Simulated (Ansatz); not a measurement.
# C10O: geometry relaxation (part 2 of 2)

C10O (slab, 11 atoms in the cell); DFT PBE+D3(BJ), scalar-relativistic, plane waves, PAW, no spin polarisation (Ansatz 0.2.0); cutoff 420 eV, 12×12×1 k-mesh, Gaussian smearing of 0.1 eV. The structure derives from a Materials Project entry. The input holds or restrains some coordinates. Forces given for the steps count only the free coordinates. It belongs to a series of runs on one base structure; here: O over the place (0/4, 2/4) of the surface cell, its height relaxed.

Geometry of the input (Å; fractional positions):
```
2.4655  0.0000  0.0000
-1.2328  2.1341  0.0000
0.0000  0.0000  32.5980
C  0.0833  0.1666  0.2608
C  0.4167  0.8334  0.2608
C  0.5833  0.1666  0.3650
C  0.9167  0.8334  0.3650
C  0.0833  0.1666  0.4693
C  0.4167  0.8334  0.4693
C  0.5833  0.1666  0.5736
C  0.9167  0.8334  0.5736
C  0.0833  0.1666  0.6779
C  0.4167  0.8334  0.6779
O  0.0833  0.6666  0.7159
```

The program's output, continued
```
relax step   4: F+E_penalty+E_count = -3072.80123389 eV  Δ(F+E_penalty+E_count) = -2.722e-3 eV  max|allowed force component| = 2.889e-2 eV/Å  Δτ_max = 0.0139 Å  (6 SCF iters, dr2 threshold 8.42e-6 eV, accepted)
SCF iter   1: F=—  HF=-3072.801350 eV  |F-HF|=—  |Δ(HF+E_count)|=         —  Δρ=1.76e-4  dr2=2.24e-5  ethr=5.13e-7  p=-0.079 e·Å  D=-8.31e-2 V/Å  ΔV_dip=2.71 eV  dr2_dipole=5.90e-6  V_vac-E_F(+/−)=6.97/4.26 eV  ⟨swp⟩=2.0  Hψ=5344  notcnv=0
efield: sawtooth ramp at fractional position 0.9683 (handed on by an earlier solve), width 0.0400; the density the first Hamiltonian is built on has a dipole p = -0.079 e·Å; the dipole correction subtracts the counter field D = -8.31e-2 V/Å, which shifts the + side's vacuum level by +2.71 eV against the − side's; the planar-averaged density in the ramp window peaks in size at 1.4e-6 e/Å³
preconditioner: auto → LDOS  [metal: Δε(μ)=0.077 eV  Ē_g=15.291 eV  σ=0.100 eV  W_gap=0.40  n_scr=22 (ndim 8)  ℏωp=19.2 eV  f_vac=0.448  D(μ)=0.56/eV (n_scr^D=8)  β→1.0]
SCF iter   2: F=—  HF=-3072.801252 eV  |F-HF|=—  |Δ(HF+E_count)|=   9.76e-5  Δρ=6.65e-5  dr2=5.04e-6  ethr=4.86e-8  p=-0.079 e·Å  D=-8.32e-2 V/Å  ΔV_dip=2.71 eV  dr2_dipole=7.58e-8  V_vac-E_F(+/−)=6.98/4.26 eV  ⟨swp⟩=2.0  Hψ=4777  notcnv=0
SCF iter   3: F=—  HF=-3072.801252 eV  |F-HF|=—  |Δ(HF+E_count)|=   7.08e-7  Δρ=1.47e-5  dr2=5.33e-7  ethr=1.10e-8  p=-0.079 e·Å  D=-8.31e-2 V/Å  ΔV_dip=2.71 eV  dr2_dipole=2.02e-9  V_vac-E_F(+/−)=6.97/4.26 eV  ⟨swp⟩=2.3  Hψ=3868  notcnv=0
SCF iter   4: F=—  HF=-3072.801252 eV  |F-HF|=—  |Δ(HF+E_count)|=   7.78e-8  Δρ=6.00e-6  dr2=1.28e-7  ethr=2.17e-10  p=-0.079 e·Å  D=-8.31e-2 V/Å  ΔV_dip=2.71 eV  dr2_dipole=6.01e-9  V_vac-E_F(+/−)=6.97/4.26 eV  ⟨swp⟩=17.0  Hψ=21781  notcnv=0
SCF iter   5: F=-3072.801252 eV  HF=-3072.801252 eV  |F-HF|=4.16e-8  |Δ(HF+E_count)|=   2.64e-8  Δρ=1.04e-6  dr2=1.28e-9  ethr=2.17e-10  p=-0.079 e·Å  D=-8.31e-2 V/Å  ΔV_dip=2.71 eV  dr2_dipole=3.47e-13  V_vac-E_F(+/−)=6.97/4.26 eV  ⟨swp⟩=11.5  Hψ=16916  notcnv=0
SCF 5 converged in 5 iterations: F = -3072.801252 eV  dr2 = 1.28e-9
relax step   5: F+E_penalty+E_count = -3072.80125189 eV  Δ(F+E_penalty+E_count) = -1.800e-5 eV  max|allowed force component| = 5.125e-5 eV/Å  Δτ_max = 0.0012 Å  (5 SCF iters, accepted)
```

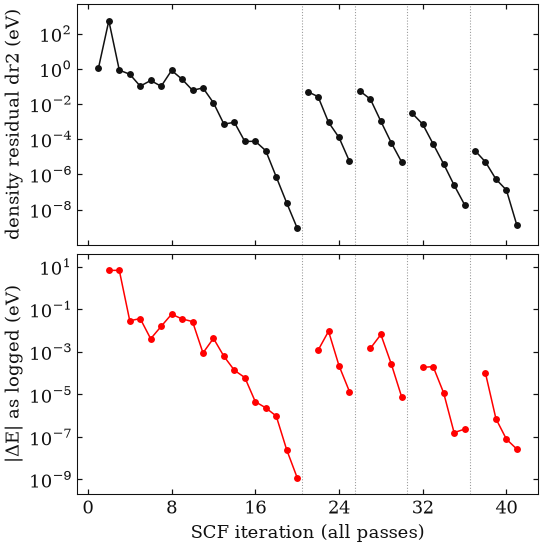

*Convergence of the self-consistent field: density residual dr2 and size of the energy change against the SCF iteration. The dotted lines part the SCF passes of the relaxation: geometry steps, rejected trials and re-solves on a re-selected basis.*

The 5 passes take 5 to 20 iterations each, 41 in all.

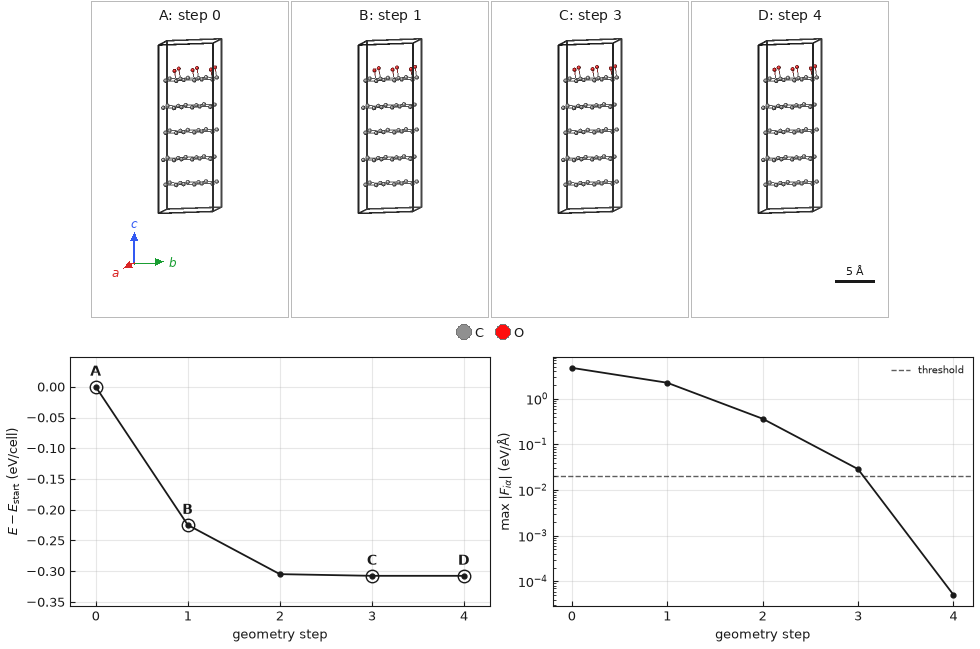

*Frames of the restrained relaxation (ball-and-stick view of the 2 × 3 repeat of the cell, with the vacuum cut short, seen slightly off an axis) above the curves, on which the letters mark them (the first geometry is step 0 here and step 1 in the log).*

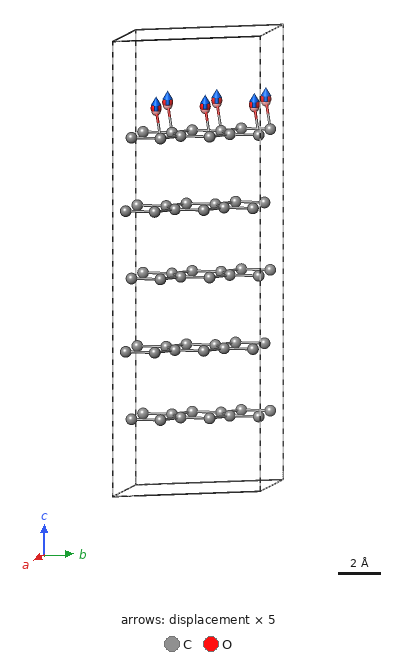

*Start (faint) and end (solid) with the displacements as blue arrows, magnified 5 times (ball-and-stick view of the 2 × 3 repeat of the cell, with the vacuum cut short, seen slightly off an axis).*

The atom that moves furthest is O11 (0.14 Å). C stays in place. The cell doesn't change. Among the contacts that change: C10–O11 1.430 → 1.556 Å. Among the angles that change: C9–C10–O11 119.9° → 117.2°. Over 4 geometry steps the energy falls by 0.307 eV per cell of the calculation. Largest force component: 4.8 eV/Å at the start, under 0.0001 eV/Å at the end. (Atoms are counted from 1 in the order of the input.)

```
WARN: The output density's exchange-correlation potential varies sharply where the density is thin. Do not read a vacuum level from v_tot or v_xc, or from such a field of the output density. On a cell that repeats whose density bears no net charge and no dipole along the vacuum's axis use v_es (v_loc + v_h of the components); under efield.dipole_correction with no amplitude use v_es + v_field, which holds any external_charges[].barrier, or the levels of the report's work_function block, which leave it out; under a non-zero efield.amplitude the vacuum is tilted and has no level; on a cell that repeats and bears such a dipole with no correction it is tilted too, and efield.dipole_correction with no amplitude gives each side of its ramp a level where efield: is served; in a cell that repeats whose density bears a net charge (total_charge, or a fill off its count) it is curved and has none; of a slab under crystal.periodic whose density bears no net charge use v_es, which has a level on each side, short of where the two are joined; of another it falls or rises all the way out and has none; of a slab beside external_charges read slab_vacuum_level instead, which it has where they leave it neutral. The grid or the basis barely resolves most such structure, and the values can differ between equally converged runs; as a rule a tighter scf.convergence.dr2_threshold does not remove it. Where the density itself ripples (under the LDA too) a higher basis.ecutwfc lessens it. The files hold the spikes' plane waves up to the density's cutoff. Files: v_tot_of_output_density and the like, and their columns of v_z.tsv (output.write_potential); v_xc_of_output_density and the like, and their columns of v_comp_z.tsv (output.write_potential_components). Measured: with its Gaussian average of σ = 0.25 Å subtracted twice, the exchange-correlation potential is over 0.1 eV at 29 of the grid points where the equally averaged density (valence and model cores) is under 1e-3 e/Å³, and 0.167 eV at the most among them, at an averaged density of 5.1e-7 e/Å³. The input density's (outcome.potential() and, of a run that writes arrays, v_tot and v_xc) is over 0.1 eV, so measured, at 186 points of its own thin density, 0.137 eV at the most. See output.write_potential in the manual, Limitations
SCF converged after 5 iterations
Free energy (F): -3072.801252 eV
Harris-Foulkes:  -3072.801252 eV  (|F-HF|=4.16e-8)
Internal energy: -3072.798422 eV  (E = F + TS)
E sigma→0 (E₀):  -3072.799837 eV
Entropy (-TS):   -0.002830 eV (-0.257 meV/atom)
Fermi energy:    1.511343 eV
Dipole field:    D = -0.083094 V/Å  (p = -0.078765 e·Å, saw-weighted, corrected)
Work function:   Φ+ = 6.9717 eV   Φ− = 4.2631 eV
Levels:          The Fermi level and band energies are counted from a zero that moves with the ramp; work functions are not
--- Per-component energies (eV) ---
  E_band       = -366.320556
  E_kinetic    = 1087.284681
  E_local      = -40612.979031  (includes V_loc(G=0)·N_el)
  E_nonlocal   = 321.967782
  E_hartree    = 19813.868045
  E_xc         = -554.550509
  E_vxc        = -689.566089  (∫ρ·V_xc dr)
  E_paw        = -1150.421067  (= ΣΔE_a)
  E_vpaw       = -102.485592  (= ΣTr[D̂ρ^β])
  E_aug_tail   = 0.002310  (compensation charges beyond the density's cutoff)
  E_efield     = 0.003272  (sawtooth field / dipole correction)
  E_vefield    = 1.716120  (∫n·V_field dr)
  E_ewald      = 18023.493032
  E_disp       = -1.466937  (pairwise vdW)
  E_smearing   = -0.002830  (= −TS)
  E_closure    = -0.000000  (closes the sum)
  Σ components = -3072.801252   (vs F -3072.801252, Δ=0.00e0)
--- Forces (eV/Å), atoms counted from 1 ---
  atom   1  C     -0.00007951     0.01342781     0.00051029
  atom   2  C      0.00007961    -0.01342750     0.00051053
  atom   3  C     -0.00005273     0.00188782     0.00145264
  atom   4  C      0.00005094    -0.00188606     0.00145451
  atom   5  C     -0.00034701     0.06102408    -0.00051564
  atom   6  C      0.00026264    -0.06107712    -0.00047043
  atom   7  C     -0.00130680     0.02923437     0.01826200
  atom   8  C     -0.00373807    -0.02387375     0.01974091
  atom   9  C     -0.21772378    -0.12663919    -0.76325326
  atom  10  C     -1.30425977    -0.75243102     0.72225022
  atom  11  O      1.52711755     0.87376254     0.00005125
  max |Σ_I F_I| component: 6.99e-6 eV/Å
--- Band table (eV; the first three rows and the last of 74) ---
  k-point 0: bands = ["-22.6187", "-18.5424", "-18.1500", "-18.0554", "-17.9425", "-15.6584", "-7.1678", "-6.7397", "-6.4010", "-5.9665", "-5.4214", "-4.1002", "-3.5587", "-2.0289", "-2.0202", "-1.6142", "-1.6038", "-1.5457", "-1.5352", "-1.5283", "-1.5246", "0.7866", "1.5802", "1.6223", "5.0631", "5.9250", "6.4914", "7.1552", "8.0907", "8.1370", "8.2743", "8.8989", "9.1627", "9.3463"]
  k-point 1: bands = ["-22.4658", "-18.3780", "-17.9851", "-17.8912", "-17.7793", "-15.5455", "-6.9871", "-6.5611", "-6.2412", "-5.7829", "-5.2326", "-4.8354", "-3.8568", "-2.6731", "-2.3690", "-2.2566", "-2.1892", "-2.1742", "-1.9541", "-1.8860", "-1.8674", "0.5890", "1.2498", "1.9495", "5.2841", "6.1412", "6.7177", "7.3828", "8.3406", "8.3599", "8.5847", "9.1291", "9.3975", "9.4669"]
  k-point 2: bands = ["-22.0143", "-17.8864", "-17.4922", "-17.4005", "-17.2914", "-15.2277", "-6.5927", "-6.4388", "-6.0249", "-5.7159", "-5.2202", "-4.6904", "-4.6259", "-4.3153", "-3.8992", "-3.8343", "-3.8076", "-3.1651", "-2.7501", "-2.6825", "-2.6618", "0.0727", "0.4973", "2.5376", "5.9461", "6.7622", "7.3856", "8.0075", "8.6477", "8.9991", "9.1946", "9.3505", "9.6618", "9.8055"]
  k-point 73: bands = ["-18.9416", "-14.7077", "-13.2823", "-12.8640", "-12.7908", "-12.7764", "-12.2441", "-11.8226", "-11.7479", "-11.7381", "-11.5804", "-6.9013", "-5.4458", "-5.4141", "-4.9970", "-4.9262", "-4.9168", "-2.3822", "-1.4034", "-1.0161", "-0.9295", "-0.8795", "-0.4335", "2.3872", "3.0367", "3.1229", "3.2414", "3.2497", "6.6447", "8.3861", "8.6132", "8.8114", "8.8858", "8.9022"]
--- Relaxed structure (5 steps of the walk, 5 accepted, 0 SCFs on fresh bases) ---
  F+E_penalty+E_count = -3072.80125189 eV   max|allowed force component| = 5.125e-5 eV/Å
  atoms:
    - { symbol: C, position: [0.08331017939999999, 0.1666203587, 0.2607524516] }
    - { symbol: C, position: [0.41668982069999994, 0.8333796413, 0.2607524516] }
    - { symbol: C, position: [0.5833101794, 0.1666203587, 0.3650391123] }
    - { symbol: C, position: [0.9166898206, 0.8333796413, 0.3650391123] }
    - { symbol: C, position: [0.08331017939999999, 0.1666203587, 0.46932324100000006] }
    - { symbol: C, position: [0.41668982069999994, 0.8333796413, 0.46932324100000006] }
    - { symbol: C, position: [0.5833101794, 0.1666203587, 0.5736099016] }
    - { symbol: C, position: [0.9166898206, 0.8333796413, 0.5736099016] }
    - { symbol: C, position: [0.08331017939999999, 0.1666203587, 0.6778940303] }
    - { symbol: C, position: [0.41668982069999994, 0.8333796413, 0.6778940303] }
    - { symbol: O, position: [0.08331017929999995, 0.6666203586999999, 0.720327738420942] }
```

Trajectory as extended XYZ (Å, eV, eV/Å), 5 frames, from step=1 to step=5
```
11
Lattice="2.4655 0.0000 0.0000 -1.2328 2.1341 0.0000 0.0000 0.0000 32.5980" Properties=species:S:1:pos:R:3:forces:R:3 step=1 energy=-3072.49379
C     0.0000    0.3556    8.5000   -0.0001   0.0205   0.0007
C     0.0000    1.7786    8.5000    0.0001  -0.0205   0.0007
C     1.2328    0.3556   11.8995   -0.0001   0.0004   0.0009
C     1.2328    1.7786   11.8995    0.0001  -0.0004   0.0009
C     0.0000    0.3556   15.2990   -0.0004   0.0602   0.0004
C     0.0000    1.7786   15.2990    0.0004  -0.0603   0.0004
C     1.2328    0.3556   18.6985   -0.0011   0.0383   0.0151
C     1.2328    1.7786   18.6985   -0.0037  -0.0329   0.0171
C     0.0000    0.3556   22.0980   -0.2742  -0.1614  -2.7313
C     0.0000    1.7786   22.0980   -0.8752  -0.5041  -2.0779
O    -0.6164    1.4227   23.3380    1.1543   0.6603   4.7731
11
Lattice="2.4655 0.0000 0.0000 -1.2328 2.1341 0.0000 0.0000 0.0000 32.5980" Properties=species:S:1:pos:R:3:forces:R:3 step=2 energy=-3072.71852
C     0.0000    0.3556    8.5000   -0.0001   0.0177   0.0006
C     0.0000    1.7786    8.5000    0.0001  -0.0177   0.0006
C     1.2328    0.3556   11.8995   -0.0001   0.0009   0.0011
C     1.2328    1.7786   11.8995    0.0001  -0.0009   0.0011
C     0.0000    0.3556   15.2990   -0.0004   0.0613   0.0001
C     0.0000    1.7786   15.2990    0.0003  -0.0614   0.0002
C     1.2328    0.3556   18.6985   -0.0012   0.0336   0.0178
C     1.2328    1.7786   18.6985   -0.0037  -0.0283   0.0195
C     0.0000    0.3556   22.0980   -0.2575  -0.1509  -1.7233
C     0.0000    1.7786   22.0980   -1.1507  -0.6630  -0.5706
O    -0.6164    1.4227   23.4029    1.4134   0.8087   2.2520
11
Lattice="2.4655 0.0000 0.0000 -1.2328 2.1341 0.0000 0.0000 0.0000 32.5980" Properties=species:S:1:pos:R:3:forces:R:3 step=3 energy=-3072.79851
C     0.0000    0.3556    8.5000   -0.0001   0.0142   0.0005
C     0.0000    1.7786    8.5000    0.0001  -0.0142   0.0005
C     1.2328    0.3556   11.8995   -0.0001   0.0017   0.0013
C     1.2328    1.7786   11.8995    0.0001  -0.0017   0.0013
C     0.0000    0.3556   15.2990   -0.0004   0.0612   0.0001
C     0.0000    1.7786   15.2990    0.0003  -0.0612   0.0001
C     1.2328    0.3556   18.6985   -0.0013   0.0298   0.0181
C     1.2328    1.7786   18.6985   -0.0037  -0.0244   0.0196
C     0.0000    0.3556   22.0980   -0.2262  -0.1318  -0.9219
C     0.0000    1.7786   22.0980   -1.2862  -0.7418   0.5125
O    -0.6164    1.4227   23.4661    1.5177   0.8684   0.3670
11
Lattice="2.4655 0.0000 0.0000 -1.2328 2.1341 0.0000 0.0000 0.0000 32.5980" Properties=species:S:1:pos:R:3:forces:R:3 step=4 energy=-3072.80123
C     0.0000    0.3556    8.5000   -0.0001   0.0135   0.0005
C     0.0000    1.7786    8.5000    0.0001  -0.0135   0.0005
C     1.2328    0.3556   11.8995   -0.0001   0.0019   0.0015
C     1.2328    1.7786   11.8995    0.0001  -0.0019   0.0015
C     0.0000    0.3556   15.2990   -0.0003   0.0610  -0.0005
C     0.0000    1.7786   15.2990    0.0003  -0.0611  -0.0004
C     1.2328    0.3556   18.6985   -0.0013   0.0293   0.0181
C     1.2328    1.7786   18.6985   -0.0037  -0.0239   0.0196
C     0.0000    0.3556   22.0980   -0.2184  -0.1270  -0.7757
C     0.0000    1.7786   22.0980   -1.3031  -0.7517   0.7059
O    -0.6164    1.4227   23.4800    1.5266   0.8735   0.0289
11
Lattice="2.4655 0.0000 0.0000 -1.2328 2.1341 0.0000 0.0000 0.0000 32.5980" Properties=species:S:1:pos:R:3:forces:R:3 step=5 energy=-3072.80125
C     0.0000    0.3556    8.5000   -0.0001   0.0134   0.0005
C     0.0000    1.7786    8.5000    0.0001  -0.0134   0.0005
C     1.2328    0.3556   11.8995   -0.0001   0.0019   0.0015
C     1.2328    1.7786   11.8995    0.0001  -0.0019   0.0015
C     0.0000    0.3556   15.2990   -0.0003   0.0610  -0.0005
C     0.0000    1.7786   15.2990    0.0003  -0.0611  -0.0005
C     1.2328    0.3556   18.6985   -0.0013   0.0292   0.0183
C     1.2328    1.7786   18.6985   -0.0037  -0.0239   0.0197
C     0.0000    0.3556   22.0980   -0.2177  -0.1266  -0.7633
C     0.0000    1.7786   22.0980   -1.3043  -0.7524   0.7222
O    -0.6164    1.4227   23.4812    1.5271   0.8738   0.0001
```

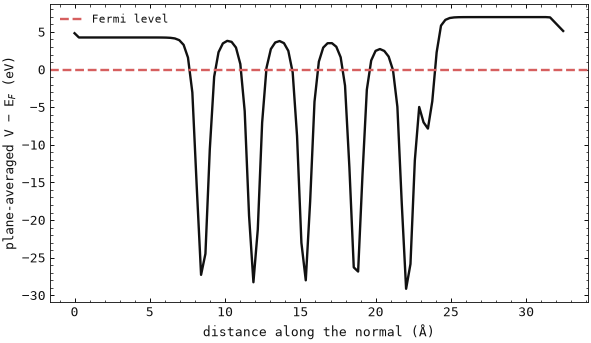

*Plane average of the electrostatic potential energy of an electron across the cell, from the Fermi level.*

The vacuum level lies 6.97 eV above the Fermi level on the upper side and 4.26 eV on the lower.

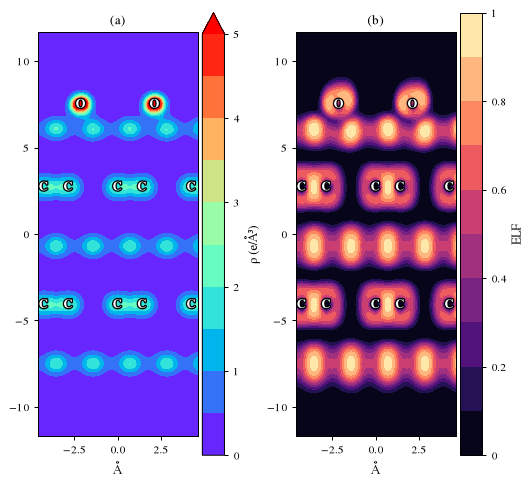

*(a) valence charge density (pseudo); (b) electron localisation function on the (110) plane of the calculation cell, a cut from vacuum to vacuum.*

The section cuts through C and O sites. The density dies away to nearly zero in the vacuum. The fields are those of the smooth PAW valence density.

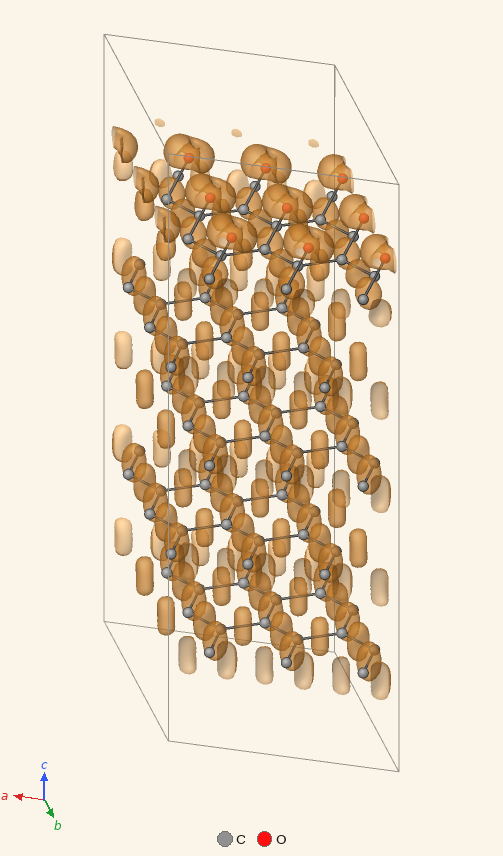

*Isosurface of the ELF at 0.8 (orange), seen at an oblique angle. Core shells and regions of very low density are left out. Sticks mark near contacts.*

Values along the shortest contacts: C–C (1.42 Å): the ELF peaks at about 0.95 between the atoms, which marks a covalent bond. C–O (1.56 Å): the ELF peaks at about 0.70 between the atoms.
